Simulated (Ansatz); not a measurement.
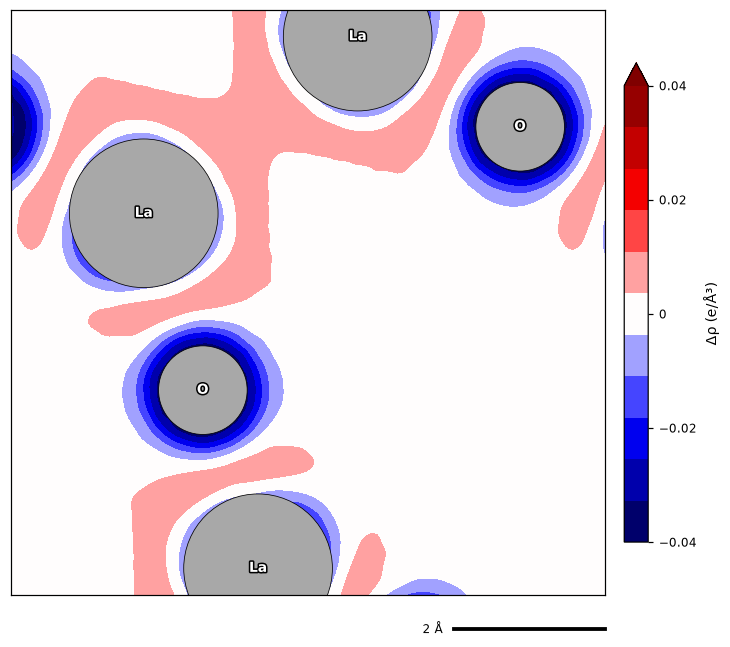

La2O3. Difference of the valence pseudo-densities of two functionals at the same geometry, on the (111) plane of the calculation cell: LDA less r2SCAN.

Both computed with Ansatz (plane waves, PAW), on the same k-point mesh. Grey discs cover the atomic cores.

Q: Where does the change of functional move the electrons?

A: Against r2SCAN, LDA gives less density around O (−0.023 e/Å³ on average at 0.7 Å from the nucleus) and a change of +0.006 e/Å³ at the midpoint of La–O.
